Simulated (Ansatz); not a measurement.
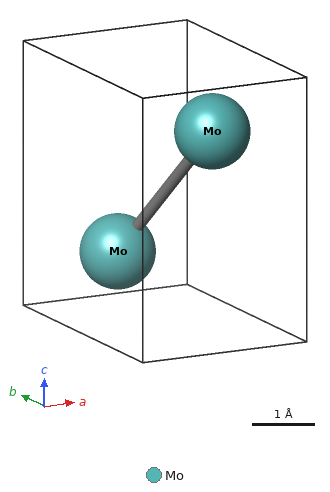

The input geometry (ball-and-stick view of the cell of the calculation, seen at an oblique angle). Near neighbours in the crystal (not all of them lie inside the picture): Mo has 12 Mo at 2.76 to 2.92 Å.

**Mo: band-structure calculation**

The run: band-structure calculation of Mo (P6₃/mmc, 2 atoms in the cell). Method and program: DFT, PBE, PAW with Ansatz's default frozen-core files, scalar-relativistic, no spin polarisation (Ansatz 0.2.0).

It belongs to a series of runs on one base structure; here: volume scaled by 1, PAW files.

### Input
```yaml
crystal:
  lattice:
    - [2.7580637392, 0.0, 0.0]
    - [-1.3790318696, 2.3885532634, 0.0]
    - [0.0, 0.0, 4.8918777128]
  atoms:
    - { symbol: Mo, position: [0.3333333333, 0.6666666667, 0.25] }
    - { symbol: Mo, position: [0.6666666667, 0.3333333333, 0.75] }
kpoints:
  mp_grid: { grid: [15, 15, 8] }
  band_path:
    path:
      - [0.0, 0.0, 0.0]
      - [0.5, 0.0, 0.0]
      - [0.3333333333, 0.3333333333, 0.0]
      - [0.0, 0.0, 0.0]
      - [0.0, 0.0, 0.5]
      - [0.5, 0.0, 0.5]
      - [0.3333333333, 0.3333333333, 0.5]
      - [0.0, 0.0, 0.5]
      - [0.5, 0.0, 0.5]
    npoints: 8
scf:
  occupations: { method: fermi_dirac, width: 0.08 }
hamiltonian:
  xc: pbe
  pseudopotentials: { kind: paw }
output:
  forces: true
  stress: true
  eigenvalues: true
  populations: true
  dos: { projected: true, de: 0.2, e_range: [-14, 8] }
  write_density: true
  write_potential: true
  elf: true
  volumetric_format: npy
```

Launch command:
```bash
ansatz run input.yaml --threads 1 --pin off --max-ram 2048MiB --backend cpu --events-out ev --progress --plain --runs-dir out
```

### The program's output
```
Engine: ansatz 0.2.0, aarch64-unknown-linux-gnu
Pseudopotentials: kind: paw
Pseudopotential: Mo, paw, valence charge 14, recommended cutoff 420 eV (normal), Mo.paw.azcp
Functional definition: PBE
  parameter kappa = 0.804
  parameter beta = 0.06672455060314922
  exchange = pbe_x(kappa = kappa, mu = beta*pi^2/3)
  correlation = pbe_c(beta = beta)
Crystal: 2 atoms, lattice volume = 32.227 Å³
Basis set: ecut = 420 eV, 647 PW (Γ), exchange–correlation on 40×40×72 points (8 copies of the dense FFT grid, shifted against one another)
Bands: 18, of which v1, the nominal top of the filled ones, is band 14 counted from 1 (13 counted from 0)
Symmetry: 24 space group operations
Space group: P63/mmc (ITA 194), of the structure as read, at distance tolerance 3.2e-5 Å
k-points: 135 of 1800
Non-local potential: Mo, projectors of the file, l = 0: 3, l = 1: 2, l = 2: 2, l = 3: 1
PAW form: soft (Blöchl's): semilocal exchange-correlation on the pseudo side does not see the compensation charge
PAW one-centre angular grid: Mo, 590 points (default); XC on 64 Gauss nodes
Initial density: superposition of atomic densities (neutral atoms: chi_scale 0, normalization atom), corrected by the library's trained network
Initial wavefunctions: pseudopotential atomic-orbital guess
Functional: x = pbe(κ = 0.804, μ = 0.2195149727645171), c = pbe(β = 0.06672455060314922)
SCF iter   1: F=—  HF=-9911.199430 eV  |F-HF|=—  |Δ(HF+E_count)|=         —  Δρ=5.47e-3  dr2=8.81e-3  ethr=1.77e-3  ⟨swp⟩=5.1  Hψ=11025  notcnv=0
preconditioner: auto → Kerker (q_TF=auto, 2.665 Å⁻¹)  [metal: Δε(μ)=0.011 eV  Ē_g=4.352 eV  σ=0.080 eV  W_gap=0.03  n_scr=10 (ndim 8)  ℏωp=22.7 eV  f_vac=0.000  D(μ)=2.55/eV (n_scr^D=34)]
SCF iter   2: F=—  HF=-9911.197935 eV  |F-HF|=—  |Δ(HF+E_count)|=   1.49e-3  Δρ=3.33e-3  dr2=3.25e-3  ethr=3.15e-5  ⟨swp⟩=1.3  Hψ=3593  notcnv=0
SCF iter   3: F=—  HF=-9911.197362 eV  |F-HF|=—  |Δ(HF+E_count)|=   5.73e-4  Δρ=5.23e-4  dr2=6.35e-5  ethr=1.16e-5  ⟨swp⟩=2.0  Hψ=3266  notcnv=0
SCF iter   4: F=—  HF=-9911.197347 eV  |F-HF|=—  |Δ(HF+E_count)|=   1.46e-5  Δρ=1.43e-4  dr2=4.08e-6  ethr=2.27e-7  ⟨swp⟩=2.1  Hψ=4030  notcnv=0
SCF iter   5: F=—  HF=-9911.197346 eV  |F-HF|=—  |Δ(HF+E_count)|=   1.23e-6  Δρ=3.08e-5  dr2=1.87e-7  ethr=1.46e-8  ⟨swp⟩=2.0  Hψ=4081  notcnv=0
SCF iter   6: F=-9911.197346 eV  HF=-9911.197346 eV  |F-HF|=2.04e-10  |Δ(HF+E_count)|=   2.38e-8  Δρ=4.08e-6  dr2=3.79e-9  ethr=3.57e-10  ⟨swp⟩=7.0  Hψ=13333  notcnv=0
SCF 1 converged in 6 iterations: F = -9911.197346 eV  dr2 = 3.79e-9
  greatest PAW one-centre occupation: 0.998 electrons in one spin orbital (limit 2), on the Mo atom at site 1 (counted from 0), in its partial waves of l = 0
```

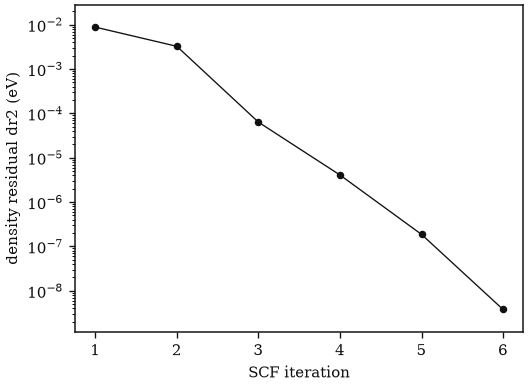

Convergence of the self-consistent field: density residual dr2 against the SCF iteration. The residual falls at every step.

```
NSCF: frozen V_eff on 65 k-points
SCF converged after 6 iterations
Free energy (F): -9911.197346 eV
Harris-Foulkes:  -9911.197346 eV  (|F-HF|=2.04e-10)
Internal energy: -9911.143559 eV  (E = F + TS)
E sigma→0 (E₀):  -9911.170453 eV
Entropy (-TS):   -0.053787 eV (-26.893 meV/atom)
Fermi energy:    20.065609 eV
--- Per-component energies (eV) ---
  E_band       = -126.213955
  E_kinetic    = 881.543319
  E_local      = -1623.167481  (includes V_loc(G=0)·N_el)
  E_nonlocal   = 286.375864
  E_hartree    = 537.261725
  E_xc         = -366.459174
  E_vxc        = -457.328051  (∫ρ·V_xc dr)
  E_paw        = -6402.707555  (= ΣΔE_a)
  E_vpaw       = -288.161880  (= ΣTr[D̂ρ^β])
  E_aug_tail   = 0.000085  (compensation charges beyond the density's cutoff)
  E_ewald      = -3223.990343
  E_smearing   = -0.053787  (= −TS)
  E_closure    = -0.000000  (closes the sum)
  Σ components = -9911.197346   (vs F -9911.197346, Δ=0.00e0)
--- Forces (eV/Å), atoms counted from 1 ---
  atom   1  Mo     0.00000000     0.00000000     0.00000000
  atom   2  Mo    -0.00000000    -0.00000000    -0.00000000
  max |Σ_I F_I| component: 6.94e-18 eV/Å
--- Stress (GPa, compression-positive) ---
       -0.001745      -0.000000      -0.000000
        0.000000      -0.001745      -0.000000
       -0.000000      -0.000000       0.013760
  P = ⅓ Tr σ = 0.0034 GPa (0.034 kbar)
--- Band table (eV; the first three rows and the last of 135) ---
  k-point 0: bands = ["-40.7773", "-40.6214", "-15.3304", "-14.2844", "-14.1250", "-14.1250", "-14.0204", "-14.0204", "13.2632", "15.3767", "18.3850", "19.4333", "19.4333", "19.9298", "19.9298", "20.6818", "21.5107", "21.5107"]
  k-point 1: bands = ["-40.7714", "-40.6274", "-15.2926", "-14.3264", "-14.1211", "-14.1211", "-14.0244", "-14.0244", "13.4041", "15.3904", "18.3323", "19.4131", "19.4131", "19.8791", "19.8791", "20.3293", "21.6313", "21.6313"]
  k-point 2: bands = ["-40.7547", "-40.6445", "-15.1842", "-14.4451", "-14.1098", "-14.1098", "-14.0358", "-14.0358", "13.8023", "15.4000", "18.2058", "19.3829", "19.3829", "19.5170", "19.7502", "19.7502", "21.9469", "21.9469"]
  k-point 134: bands = ["-40.4741", "-40.4741", "-15.0916", "-15.0916", "-14.9443", "-14.9443", "-14.4450", "-14.4450", "17.0291", "17.0291", "17.5219", "17.5219", "18.9588", "18.9588", "20.4714", "20.4714", "23.4921", "23.4921"]
--- Löwdin populations: 2 sites ---
  site symbol       q [e]
     0     Mo     13.9334
     1     Mo     13.9334
  spilling = 0.004757 (of n_electrons = 28.000000)
```

### File dos.tsv
```
# E-E_F[eV]	g_bin_mean(E)[states/eV]	N(E)
# format = ansatz-dos/2
# fermi_ev = 20.065609
# fermi_mp_grid = 15 15 8
# fermi_mp_shift = 0 0 0
# tetrahedron_fermi_ev = 20.087969
# g_bin_mean(E): the states in a bin one row spacing wide, centred on E, divided by that spacing. States that the method places at a single energy (under output.dos.method: tetrahedron, those of a tetrahedron whose four corners have one energy) are counted whole in the row whose bin holds that energy (on the edge of two bins, in the lower row). The sum of g_bin_mean over a run of rows, times the row spacing, is the number of states from half a spacing under the first of them to half a spacing over the last (a plain sum, not the trapezoid rule).
-14.000000	0.000000e0	1.600000e1
-13.800000	0.000000e0	1.600000e1
-13.600000	0.000000e0	1.600000e1
-13.400000	0.000000e0	1.600000e1
-13.200000	0.000000e0	1.600000e1
-13.000000	0.000000e0	1.600000e1
-12.800000	0.000000e0	1.600000e1
-12.600000	0.000000e0	1.600000e1
-12.400000	0.000000e0	1.600000e1
-12.200000	0.000000e0	1.600000e1
-12.000000	0.000000e0	1.600000e1
-11.800000	0.000000e0	1.600000e1
-11.600000	0.000000e0	1.600000e1
-11.400000	0.000000e0	1.600000e1
-11.200000	0.000000e0	1.600000e1
-11.000000	0.000000e0	1.600000e1
-10.800000	0.000000e0	1.600000e1
-10.600000	0.000000e0	1.600000e1
-10.400000	0.000000e0	1.600000e1
-10.200000	0.000000e0	1.600000e1
-10.000000	0.000000e0	1.600000e1
-9.800000	0.000000e0	1.600000e1
-9.600000	0.000000e0	1.600000e1
-9.400000	0.000000e0	1.600000e1
-9.200000	0.000000e0	1.600000e1
-9.000000	0.000000e0	1.600000e1
-8.800000	0.000000e0	1.600000e1
-8.600000	0.000000e0	1.600000e1
-8.400000	0.000000e0	1.600000e1
-8.200000	0.000000e0	1.600000e1
-8.000000	0.000000e0	1.600000e1
-7.800000	0.000000e0	1.600000e1
-7.600000	0.000000e0	1.600000e1
-7.400000	0.000000e0	1.600000e1
-7.200000	0.000000e0	1.600000e1
-7.000000	0.000000e0	1.600000e1
-6.800000	2.965077e-3	1.600000e1
-6.600000	4.832851e-2	1.600434e1
-6.400000	7.669326e-2	1.601710e1
-6.200000	1.068396e-1	1.603575e1
-6.000000	1.284392e-1	1.605917e1
-5.800000	1.551298e-1	1.608747e1
-5.600000	1.837708e-1	1.612132e1
-5.400000	2.152769e-1	1.616112e1
-5.200000	2.536509e-1	1.620775e1
-5.000000	3.058705e-1	1.626322e1
-4.800000	5.366372e-1	1.633152e1
-4.600000	1.441724e0	1.651850e1
-4.400000	2.534937e0	1.693068e1
-4.200000	2.516834e0	1.745066e1
-4.000000	2.654798e0	1.795804e1
-3.800000	3.164879e0	1.853485e1
-3.600000	2.555357e0	1.913621e1
-3.400000	1.992452e0	1.958053e1
-3.200000	2.458870e0	1.997588e1
-3.000000	2.802422e0	2.056650e1
-2.800000	2.600617e0	2.109062e1
-2.600000	2.352513e0	2.158010e1
-2.400000	2.176064e0	2.203281e1
-2.200000	2.968819e0	2.253299e1
-2.000000	2.471593e0	2.312866e1
-1.800000	1.749873e0	2.352031e1
-1.600000	1.132838e0	2.380108e1
-1.400000	2.399713e0	2.413305e1
-1.200000	3.141635e0	2.469226e1
-1.000000	2.601005e0	2.529147e1
-0.800000	2.930318e0	2.583421e1
-0.600000	2.704955e0	2.639546e1
-0.400000	2.587615e0	2.695072e1
-0.200000	2.409215e0	2.742658e1
0.000000	2.659392e0	2.794280e1
0.200000	2.942240e0	2.848674e1
0.400000	2.868851e0	2.909535e1
0.600000	2.346073e0	2.961345e1
0.800000	1.852314e0	3.002497e1
1.000000	1.854626e0	3.039569e1
1.200000	1.895558e0	3.076628e1
1.400000	1.936122e0	3.115649e1
1.600000	1.697771e0	3.151567e1
1.800000	1.604744e0	3.184766e1
2.000000	1.503729e0	3.215527e1
2.200000	1.750621e0	3.246332e1
2.400000	2.344525e0	3.288614e1
2.600000	1.988557e0	3.333807e1
2.800000	1.623128e0	3.368617e1
3.000000	1.622029e0	3.400840e1
3.200000	1.544874e0	3.432904e1
3.400000	1.570626e0	3.463302e1
3.600000	1.694877e0	3.495980e1
3.800000	1.741023e0	3.531254e1
4.000000	1.590321e0	3.563868e1
4.200000	7.547551e-1	3.590332e1
4.400000	2.271708e-1	3.598276e1
4.600000	2.342373e-2	3.600000e1
4.800000	0.000000e0	3.600000e1
5.000000	0.000000e0	3.600000e1
5.200000	0.000000e0	3.600000e1
5.400000	0.000000e0	3.600000e1
5.600000	0.000000e0	3.600000e1
5.800000	0.000000e0	3.600000e1
6.000000	0.000000e0	3.600000e1
6.200000	0.000000e0	3.600000e1
6.400000	0.000000e0	3.600000e1
6.600000	0.000000e0	3.600000e1
6.800000	0.000000e0	3.600000e1
7.000000	0.000000e0	3.600000e1
7.200000	0.000000e0	3.600000e1
7.400000	0.000000e0	3.600000e1
7.600000	0.000000e0	3.600000e1
7.800000	0.000000e0	3.600000e1
8.000000	0.000000e0	3.600000e1
```

### File populations.tsv
```
# site	symbol	l	j	q
# orbitals = lowdin
# n_electrons = 28.000000
# spilling = 0.004757
0	Mo	0_4S	-	1.946843
0	Mo	0_5S	-	0.735918
0	Mo	1_4P	-	5.984237
0	Mo	2_4D	-	5.266411
1	Mo	0_4S	-	1.946843
1	Mo	0_5S	-	0.735918
1	Mo	1_4P	-	5.984237
1	Mo	2_4D	-	5.266411
```

### File rho_z.tsv
```
# z_ang	rho[e/angstrom^3]
# format = ansatz-planar-average/11
# lattice	2.758063739	0.000000000	0.000000000
# lattice	-1.379031870	2.388553263	0.000000000
# lattice	0.000000000	0.000000000	4.891877713
# sites	2
# site	42	0.000000000	1.592368842	1.222969428
# site	42	1.379031870	0.796184421	3.668908285
0.000000	2.631642e-1
0.135885	2.752223e-1
0.271771	3.175085e-1
0.407656	4.159142e-1
0.543542	6.019325e-1
0.679427	8.768509e-1
0.815313	1.194738e0
0.951198	1.478428e0
1.087084	1.664049e0
1.222969	1.726790e0
1.358855	1.664049e0
1.494740	1.478428e0
1.630626	1.194738e0
1.766511	8.768509e-1
1.902397	6.019325e-1
2.038282	4.159142e-1
2.174168	3.175085e-1
2.310053	2.752223e-1
2.445939	2.631642e-1
2.581824	2.752223e-1
2.717710	3.175085e-1
2.853595	4.159142e-1
2.989481	6.019325e-1
3.125366	8.768509e-1
3.261252	1.194738e0
3.397137	1.478428e0
3.533023	1.664049e0
3.668908	1.726790e0
3.804794	1.664049e0
3.940679	1.478428e0
4.076565	1.194738e0
4.212450	8.768509e-1
4.348336	6.019325e-1
4.484221	4.159142e-1
4.620107	3.175085e-1
4.755992	2.752223e-1
```

### File v_z.tsv
```
# z_ang	v_es[eV]	v_tot[eV]
# format = ansatz-planar-average/11
# xc	pbe
# density_cutoff_ev	1680
# datasets	Mo=:simpson_from_first_knot:soft
# lattice	2.758063739	0.000000000	0.000000000
# lattice	-1.379031870	2.388553263	0.000000000
# lattice	0.000000000	0.000000000	4.891877713
# sites	2
# site	42	0.000000000	1.592368842	1.222969428
# site	42	1.379031870	0.796184421	3.668908285
0.000000	1.964250e1	9.254902e0
0.135885	1.917723e1	8.737987e0
0.271771	1.762404e1	6.898342e0
0.407656	1.478149e1	3.407722e0
0.543542	1.081034e1	-1.524735e0
0.679427	6.277787e0	-7.183238e0
0.815313	1.903457e0	-1.264272e1
0.951198	-1.679140e0	-1.709153e1
1.087084	-4.012720e0	-1.996399e1
1.222969	-4.821690e0	-2.095287e1
1.358855	-4.012720e0	-1.996399e1
1.494740	-1.679140e0	-1.709153e1
1.630626	1.903457e0	-1.264272e1
1.766511	6.277787e0	-7.183238e0
1.902397	1.081034e1	-1.524735e0
2.038282	1.478149e1	3.407722e0
2.174168	1.762404e1	6.898342e0
2.310053	1.917723e1	8.737987e0
2.445939	1.964250e1	9.254902e0
2.581824	1.917723e1	8.737987e0
2.717710	1.762404e1	6.898342e0
2.853595	1.478149e1	3.407722e0
2.989481	1.081034e1	-1.524735e0
3.125366	6.277787e0	-7.183238e0
3.261252	1.903457e0	-1.264272e1
3.397137	-1.679140e0	-1.709153e1
3.533023	-4.012720e0	-1.996399e1
3.668908	-4.821690e0	-2.095287e1
3.804794	-4.012720e0	-1.996399e1
3.940679	-1.679140e0	-1.709153e1
4.076565	1.903457e0	-1.264272e1
4.212450	6.277787e0	-7.183238e0
4.348336	1.081034e1	-1.524735e0
4.484221	1.478149e1	3.407722e0
4.620107	1.762404e1	6.898342e0
4.755992	1.917723e1	8.737987e0
```

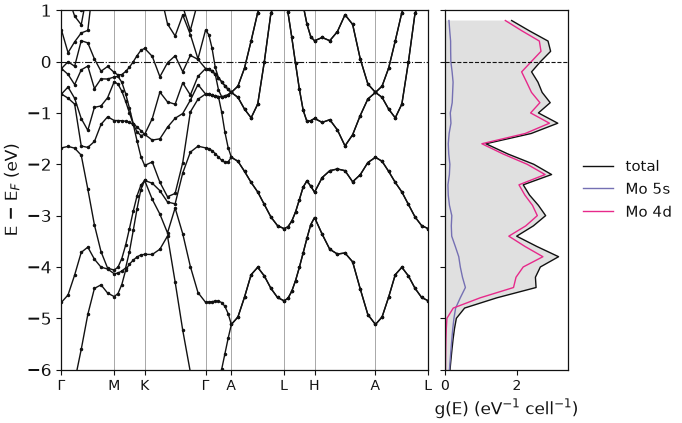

Band structure along Γ–M–K–Γ–A–L–H–A–L and density of states (projected on Löwdin-orthogonalised atomic shells), with energies from the Fermi level. Bands cross the Fermi level: a metal at this level of theory.

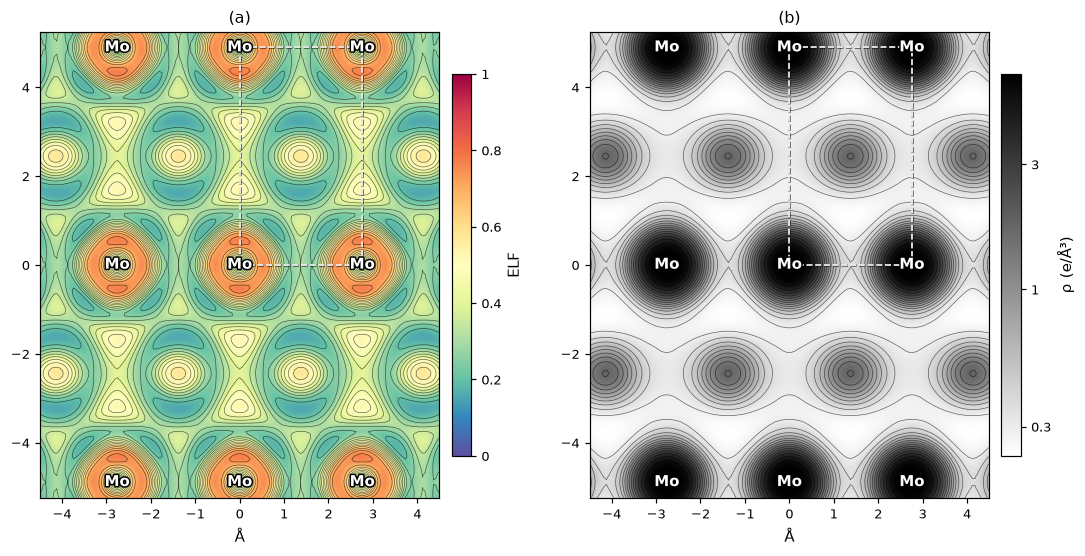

(a) electron localisation function; (b) valence pseudo-density on the (100) plane of the conventional cell. The plane passes through Mo nuclei. Mo–Mo (2.76 Å): ρ at the midpoint is about 0.36 e/Å³; the ELF is about 0.30 at the midpoint (no localised pair between them). Away from the nuclei the density in this plane falls to 0.23 e/Å³ at its lowest.5. The strong features right at Mo lie inside the PAW spheres (semicore, d or f shells) and say nothing about bonding. Core electrons are frozen (PAW), so the fields are smoothed inside the atomic spheres.

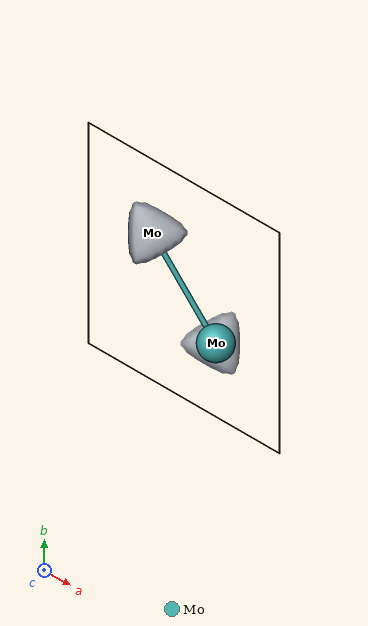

Isosurface of the electron localisation function at 0.45 (grey), seen along the c axis. Core shells and regions of very low density are left out. Sticks mark near contacts. The outline is the cell set on symmetry axes. Profiles from the grid: Mo–Mo (2.76 Å): the ELF is about 0.30 at the midpoint (no localised pair between them). Mo–Mo (2.92 Å): the ELF is about 0.30 at the midpoint; no shared electron pair.

### Key numbers

| quantity | value |
| --- | --- |
| outcome | converged |
| space group (tolerance 0.01 Å) | P6₃/mmc (194) |
| electrons treated | 28 |
| free energy | −9911.1973 eV |
| Fermi energy | 20.066 eV |
| pressure | 0.00 GPa |
| electronic character | metal |
| largest force (length of the vector) | under 0.001 eV/Å |
| hardware | 1 thread of Arm Neoverse V1, 24 GiB of memory available, shared host |
| wall time | 5.2 s |
| peak memory | 0.33 GiB |
